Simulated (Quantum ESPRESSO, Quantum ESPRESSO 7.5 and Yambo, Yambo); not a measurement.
# Converging GW for MgI2 (1T monolayer) in Yambo

What does each rung of G0W0 on MgI2 (1T monolayer) cost, and what does it buy?

Calculated with Quantum ESPRESSO 7.5 and Yambo 5.3.0; PBE and many-body steps on it, plane waves.

**1. The structure**

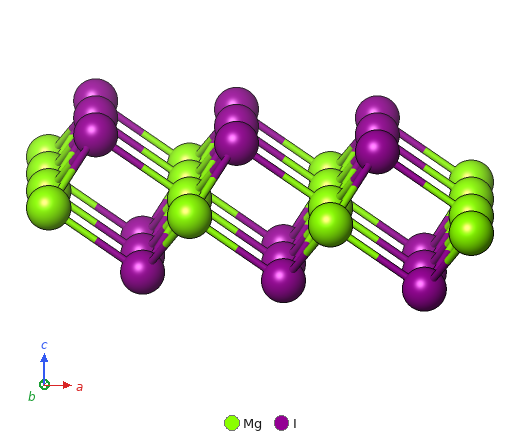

Start, viewed nearly edge on; magnesium green, iodine purple. 3×3×1 cells are drawn. Some periodic images of atoms are drawn too.

The cell holds 3 atoms: 1 Mg and 2 I. Its edges and angles: a = 4.208 Å, b = 4.208 Å, c = 16.000 Å, α = 90.0°, β = 90.0°, γ = 120.0°. Vacuum lies along c.

The structure was relaxed with PBE. The runs that relaxed it are not among those shown. Spin-orbit coupling is left out unless a step names it.

**2. Empty states on the mesh, 6×6×1 mesh, 356 bands**

This step: Quantum ESPRESSO 7.5; DFT, PBE, plane waves, norm-conserving pseudopotentials.

The sums over transitions need many empty states on a uniform mesh; this step solves for them.

File pw.in:

```
&control
  calculation = 'nscf'
  prefix = 'x'
  outdir = 'o'
  pseudo_dir = 'pseudo'
/
&system
  ibrav = 0
  nat = 3
  ntyp = 2
  ecutwfc = 76.0
  nbnd = 356
  force_symmorphic = .true.
/
&electrons
  conv_thr = 1e-9
  electron_maxstep = 80
  diago_full_acc = .true.
  diago_thr_init = 5e-6
/
ATOMIC_SPECIES
  Mg 24.305 Mg.upf
  I 126.9 I.upf
CELL_PARAMETERS angstrom
  4.2075425951 0.0000000002 0.0000000000
  -2.1037712978 3.6438387748 0.0000000000
  0.0000000000 0.0000000000 16.0000000000
ATOMIC_POSITIONS crystal
  Mg 0.0000000000 0.0000000000 0.5000000000
  I 0.3333333333 0.6666666667 0.6046917629
  I 0.6666666667 0.3333333333 0.3953082371
K_POINTS automatic
  6 6 1 0 0 0
```

Launch:

```bash
$ OMP_NUM_THREADS=1 mpirun -n 4 pw.x -nk 4 -in pw.in > pw.out
```

The log of the run:

```text
Program PWSCF v.7.5 starts

     This program is part of the open-source Quantum ESPRESSO suite
     for quantum simulation of materials; please cite
         "P. Giannozzi et al., J. Phys.:Condens. Matter 21 395502 (2009);
         "P. Giannozzi et al., J. Phys.:Condens. Matter 29 465901 (2017);
         "P. Giannozzi et al., J. Chem. Phys. 152 154105 (2020);
     in publications or presentations arising from this work. More details at

     Atomic positions and unit cell read from directory:
     o/x.save/

     Message from routine setup:
[...]
18.2107  18.4250  19.1131  19.5234  20.0187  20.3310  20.6016  20.9957
     [... 33 further rows ...]
    67.2862  67.2897  67.5981  67.6018  67.7825  67.8972  67.9216  67.9891
    68.0302  68.1217  68.1536  68.3011

          k = 0.0000-0.5774 0.0000 ( 18536 PWs)   bands (ev):

     [... further k-points ...]

     highest occupied, lowest unoccupied level (ev):    -1.4034    2.2619

     XML data file, pseudopotentials, collected wavefunctions

=------------------------------------------------------------------------------=
   JOB DONE.
=------------------------------------------------------------------------------=
```

Elapsed: 4.2 min, on 4 MPI ranks of Arm Neoverse V1, shared host; peak memory 2.5 GiB; 17 min of CPU time.

This step gave:

- gap: 3.665 eV
- k of the valence top: 0, 0, 0
- k of the conduction bottom: 0, -0.5, 0
- least direct gap: 3.979 eV
- k points computed: 7
- lowest point of the top converged band, above the valence top: 69.0914 eV

On this mesh the gap is 3.665 eV.

The density comes from a self-consistent run that is not shown.

**3. Conversion and set-up**

This step: Yambo 5.3.0; conversion and set-up on PBE, plane waves, norm-conserving pseudopotentials.

The states are converted to the many-body program's format and the q mesh is built.

Launch:

```bash
$ (cd o/x.save; p2y > p2y.log; mv SAVE ../..); yambo > setup.log
```

The log of the run:

```text
 Yambo, version 5.3.0

 [02] CORE Variables Setup
 =========================

  [02.01] Unit cells
  ==================

  Cell kind             :  HCP
  Atoms in the cell     :  Mg  I
  number of Mg atoms    :  1
  number of I  atoms    :  2

  List of atomic masses
  Mass of Mg    :  24.30500
  Mass of I     :  126.9000

  List of atomic coordinates    : [cc]
  Mg1       :   0.00000   0.00000  15.11781  order 1
  I1       : -0.71251E-09   4.5906       18.283      order 2
  I2       :   3.97555   2.29529  11.95239  order 3

[...]
BZ  Q-points                                      :   36

 K/Q-points units:
 rlu = crystal or reduced units; cc = cartesian coordinates; iku = interal k-units

 Q [1]          [rlu]:  0.000000  0.000000  0.000000
 Q [2]          [rlu]:  0.40333E-17  0.16667       0.0000
 Q [3]          [rlu]:  0.80666E-17  0.33333       0.0000
 Q [4]          [rlu]: -0.12100E-16 -0.50000       0.0000
 Q [5]          [rlu]:  0.166667  0.166667  0.000000
 Q [6]          [rlu]:  0.166667  0.333333  0.000000
 Q [7]          [rlu]:  0.333333  0.333333  0.000000

  [03.01] X indexes
  =================

   [03.01.01] Sigma indexes
   ========================

 [06] Game Over & Game summary
```

Elapsed: 3.8 s, on 1 MPI rank; peak memory 0.26 GiB.

**4. 97 bands, 81.6 eV**

Now the one-shot GW correction: screening in the RPA, then the self-energy of the levels asked for.

This step: G0W0 on PBE, plane waves, norm-conserving pseudopotentials.

File gw1.in:

```
HF_and_locXC
gw0
dyson
ppa
em1d
rim_cut
rim_w
RandQpts= 3000000
RandGvec= 100 RL
CUTGeo= "slab z"
RandGvecW= 9 RL
EXXRLvcs= 76 Ry
VXCRLvcs= 304 Ry
Chimod= "HARTREE"
% BndsRnXp
 1 | 97 |
%
NGsBlkXp= 6 Ry
% LongDrXp
 1 | 1 | 0 |
%
% GbndRnge
 1 | 97 |
%
DysSolver= "n"
ExtendOut
PPAPntXp= 27.21138 eV
% QPkrange
 1 | 1 | 29 | 32 |
 4 | 4 | 29 | 32 |
%
```

Launch:

```bash
$ OMP_NUM_THREADS=1 mpirun -n 4 yambo -F gw1.in -J gw1 -C gw1 > gw1.log
```

The log of the run:

```text
 Yambo, version 5.3.0

 [02] CORE Variables Setup
 =========================

  [... cell, symmetries and grids as in the set-up ...]

  [02.05] Energies & Occupations
  ==============================

  [X] === General ===
  [X] Electronic Temperature                        :  0.000000  0.000000 [eV K]
  [X] Bosonic    Temperature                        :  0.000000  0.000000 [eV K]
  [X] Finite Temperature mode                       : no
  [X] El. density                                   :  0.24459E+24 [cm-3]
  [X] Fermi Level                                   : -1.403412 [eV]

  [X] === Gaps and Widths ===
  [X] Conduction Band Min                           :  3.665263 [eV]
  [X] Valence Band Max                              :  0.000000 [eV]
  [X] Filled Bands                                  :  30
  [X] Empty Bands                                   :    31   356
  [X] Direct Gap                                    :  3.979035 [eV]
  [X] Direct Gap localized at k                     :  1
  [X] Indirect Gap                                  :  3.665263 [eV]
  [X] Indirect Gap between kpts                     :   1   4
  [X] Last valence band width                       :  0.671967 [eV]
  [X] 1st conduction band width                     :  1.070350 [eV]

 [03] Transferred momenta grid and indexing
 ==========================================

 IBZ Q-points                                      :   7
 BZ  Q-points                                      :   36

 K/Q-points units:
 rlu = crystal or reduced units; cc = cartesian coordinates; iku = interal k-units

 Q [1]          [rlu]:  0.000000  0.000000  0.000000
 Q [2]          [rlu]:  0.40333E-17  0.16667       0.0000
 Q [3]          [rlu]:  0.80666E-17  0.33333       0.0000
 Q [4]          [rlu]: -0.12100E-16 -0.50000       0.0000
 Q [5]          [rlu]:  0.166667  0.166667  0.000000
 Q [6]          [rlu]:  0.166667  0.333333  0.000000
 Q [7]          [rlu]:  0.333333  0.333333  0.000000

 [04] Coloumb potential Random Integration (RIM)
 ===============================================

 Performing RIM of v_slab

  [04.01] RIM initialization
  ==========================

  * Diagonal components only detected *

  8 x (sBL volume)        :  0.033298 [a.u.]
  sBZ random points       :  3000000
  Points outside the sBZ  :  24000829
  RL volume               :  0.149843 [a.u.]
  Integrated volume       :  0.149837 [a.u.]

  [04.02] RIM integrals
  =====================

  Gamma point sphere radius             :  0.035709 [a.u.]
  Points outside the sphere             :  2398884
  [Int_sBZ(q=0) 1/q^2]*(Vol_sBZ)^(-1/3) =:  7.474062
                                 should be <:  7.795600

  Summary of Coulomb integrals for non-metallic bands |Q|[au] RIM/Bare

  Q [1] 0.100000E-4 0.958754 * Q [2] 0.152079 0.990823
  Q [5] 0.263409 1.022660 * Q [3] 0.304159 1.022159
  Q [6] 0.402364 1.017226 * Q [4] 0.456238 1.014482
  Q [7] 0.526819 1.011227
  Non-periodic chartesian directions : none
  Optical renormalization            :  30.23562 [au]
  Polarizability dimension           : length

 [05] Coloumb potential CutOffslab
 =================================

 Cut directionsZ
 Slab Cutoff:Z
 Symmetry test passed : yes

 [06] Dipoles
 ============

  [06.01] Setup: observables and procedures
  =========================================

  [WARNING] [x,Vnl] slows the Dipoles computation. To neglect it rename the ns.kb_pp file

 [07] Dynamic Dielectric Matrix (PPA)
 ====================================

 [WR./gw1//ndb.pp]---------------------------------------------------------------
  Brillouin Zone Q/K grids (IBZ/BZ)                :    7   36    7   36
  RL vectors                                       :  21779 [WF]
  Coulomb cutoff potential                         : slab z
  Electronic Temperature                           :  0.000000 [K]
  Bosonic    Temperature                           :  0.000000 [K]
  PPA    diel. fun.  energies                      : Perdew, Burke & Ernzerhof(X)+Perdew, Burke & Ernzerhof(C)
[...]
RL vectors in the sum                            :  21779
  [r,Vnl] included                                 : yes
  Field direction                                  :  0.707107E-5  0.707107E-5   0.00000
  BZ energy Double Grid                            : no
  BZ energy DbGd points                            : 0
  BZ Q point size factor                           : -1.000000
  X Optical Averaged directions                    : none

 [08] Local Exchange-Correlation + Non-Local Fock
 ================================================

 [VXC] Plane waves :  148115
 [EXS] Plane waves :  18431

 QP @ state[ 1 ] K range:  1  1
 QP @ state[ 1 ] b range:   29   32
 QP @ state[ 2 ] K range:   4   4
 QP @ state[ 2 ] b range:   29   32

 [xc] Functional : Perdew, Burke & Ernzerhof(X)+Perdew, Burke & Ernzerhof(C)
 [xc] LIBXC used to calculate xc functional
  PP Number of Atomic Species                      :  2
  NLCC RL compoments                               :  148115
  PP Number of Atomic Species                      :  2
  NLCC RL compoments                               :  148115

 [xc] E_xc :  -51.63343 [Ha]
      E_xc :  -103.2669 [Ry]

  Local XC kind (lXC) : Perdew, Burke & Ernzerhof(X)+Perdew, Burke & Ernzerhof(C)
  Non-Local XC kind (nlXC) : Hartree-Fock

  Corrections @ K [1] :  [eV]
 <29|nlXC|29> = -16.54534 -0.66382E-17 <29|lXC|29> = -13.82048  0.18882E-15
 <30|nlXC|30> = -16.54529  0.24104E-17 <30|lXC|30> = -13.82048 -0.37763E-15
 <31|nlXC|31> = -5.758099 -0.20153E-18 <31|lXC|31> = -9.514106 -0.37763E-15
 <32|nlXC|32> = -4.904980  0.54718E-18 <32|lXC|32> = -8.904741  0.28323E-15

  Corrections @ K [4] :  [eV]
 <29|nlXC|29> = -16.01394  0.27719E-17 <29|lXC|29> = -12.92482 -0.47204E-16
 <30|nlXC|30> = -16.30376 -0.22452E-17 <30|lXC|30> = -13.39132  0.23602E-16
 <31|nlXC|31> = -5.720157  0.13837E-17 <31|lXC|31> = -9.602717  0.22940E-27
 <32|nlXC|32> = -4.763227  0.10506E-18 <32|lXC|32> = -8.729523  0.70806E-16

 [09] Dyson equation: Newton solver
 ==================================

  [09.01] RIM-W interpolation
  ===========================

  [WARNING] RIM-W works only for 2D semiconductors with slab cutoff
  Found compatible q grid: 2D
  q_min[ 1 ]:  0.16667      0.37797E-11   0.0000     [rlu]
   0.166667  0.083333  0.000000 [iku]
  q_min[ 2 ]:  0.40333E-17  0.16667       0.0000     [rlu]
  -0.91479E-11  0.16667       0.0000     [iku]
  G-vectors :   9
  G-vectors loaded:   61
  Number of interpolated frequencies:  2

  Evaluating coefficients q = 0
  Evaluating coefficients q = 0

  [09.02] RIM-W integrals
  =======================

  8 x (sBL volume)        :  0.033298 [a.u.]
  sBZ random points       :  3000000
  Points outside the sBZ  :  24000829
  RL volume               :  0.149843 [a.u.]
  Integrated volume       :  0.149837 [a.u.]

  [09.03] RIM integrals
  =====================

  Comparison between head Wc = W - v averages: < Wc > [au] RIM-W/RIM

   < -Wc [Q = 1] > 0.171508E-1 0.119192E-4 * < -Wc [Q = 2] > 0.003899 0.003767
   < -Wc [Q = 3] > 0.804080E-3 0.791515E-3 * < -Wc [Q = 4] > 0.288518E-3 0.285468E-3
   < -Wc [Q = 5] > 0.001146 0.001127 * < -Wc [Q = 6] > 0.405297E-3 0.401614E-3
   < -Wc [Q = 7] > 0.204806E-3 0.204004E-3

  Comparison between head Wc = W - v averages: < Wc > [au] RIM-W/RIM

   < -Wc [G = 1,G`=0] > 0.171508E-1 0.119192E-4 * < -Wc [G = 2,G`=0] >-0.001239 0.000000
   < -Wc [G = 3,G`=0] >-0.001239 0.000000 * < -Wc [G = 4,G`=0] >-0.175121E-4  0.00000
   < -Wc [G = 5,G`=0] >-0.175030E-4  0.00000 * < -Wc [G = 6,G`=0] > 0.106889E-3  0.00000
   < -Wc [G = 7,G`=0] > 0.106879E-3  0.00000 * < -Wc [G = 8,G`=0] >-0.166604E-4  0.00000
   < -Wc [G = 9,G`=0] >-0.166596E-4  0.00000

 [10] G0W0 (W PPA)
 =================

 [  GW  ] Bands range     :    1   97
 [GW/PPA] G damping       :  0.100000 [eV]

 QP @ state[ 1 ] K range:  1  1
 QP @ state[ 1 ] b range:   29   32
 QP @ state[ 2 ] K range:   4   4
 QP @ state[ 2 ] b range:   29   32

  Sc/G bands                                       :    1   97
  Sc/G damping                                     :  0.100000 ev
  Sc bands terminator                              : no
  Sx RL components                                 :  18431

  QP @ state[ 1 ] K range                          :  1  1
  QP @ state[ 1 ] b range                          :   29   32
  QP @ state[ 2 ] K range                          :   4   4
  QP @ state[ 2 ] b range                          :   29   32
  GF energies kind                                 : Perdew, Burke & Ernzerhof(X)+Perdew, Burke & Ernzerhof(C)
  GF WF`s kind                                     : Perdew, Burke & Ernzerhof(X)+Perdew, Burke & Ernzerhof(C)
  Xs energies kind                                 : Perdew, Burke & Ernzerhof(X)+Perdew, Burke & Ernzerhof(C)
  Xs WF`s kind                                     : Perdew, Burke & Ernzerhof(X)+Perdew, Burke & Ernzerhof(C)

 [14] Game Over & Game summary
```

Elapsed: 4.3 min, on 4 MPI ranks; peak memory 4.4 GiB.

Numbers from this step:

* G0W0 gap on the points computed: 5.851 eV
* starting gap on the mesh: 3.665 eV
* k of the valence top: 0, 0, 0
* k of the conduction bottom: 0, -0.5, 0
* least direct G0W0 gap on the computed points: 6.121 eV
* Z at the valence top: 0.8150
* Z at the conduction bottom: 0.8338

The gap on the mesh goes from 3.67 eV to 5.85 eV, a correction of +2.19 eV.

(Continued in part 2 of 2.)

[Paths, hosts, dates, memory and timing lines, banners, echoed tables and standing remarks are left out of the program output.]

[Logs are printed without paths, hosts, clocks, repeated set-up lines and the standing remarks that a program may print on its own settings, such as how far it seeks lower states.]

[Runs of the session that timed out or met a known fault of the program may be left out.]

[Hosts, paths, dates, database ids (printed as entryN), source tags and the programs' standing remarks are cut or masked in the printed files.]
